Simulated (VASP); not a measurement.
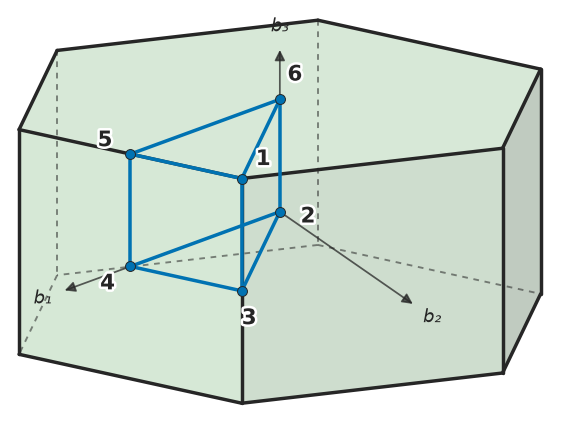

Crystal: V, the end point of a relaxation with VASP Kohn-Sham DFT of a periodic cell, r2SCAN, VASP PAW PBE potentials, recommended in VASP 6.6.1. The first Brillouin zone of a primitive hexagonal lattice (hP; extended symbol hP2) is drawn with its special points numbered. All values are computed from the atomic coordinates in the standard setting (tolerance 0.002 Å).

a = 2.595 Å, b = 2.595 Å, c = 4.679 Å, α = 90.00°, β = 90.00°, γ = 120.00°.

Labels and path follow the convention of Hinuma et al. (2017), as computed by seekpath; the arrows show the directions of the reciprocal primitive vectors b₁, b₂, b₃, in which coordinates are given.

Give the label and coordinates of each numbered point.

Answer.
```csv
no.,label,coordinates
1,H,"(1/3, 1/3, 1/2)"
2,Γ,"(0, 0, 0)"
3,K,"(1/3, 1/3, 0)"
4,M,"(1/2, 0, 0)"
5,L,"(1/2, 0, 1/2)"
6,A,"(0, 0, 1/2)"
```
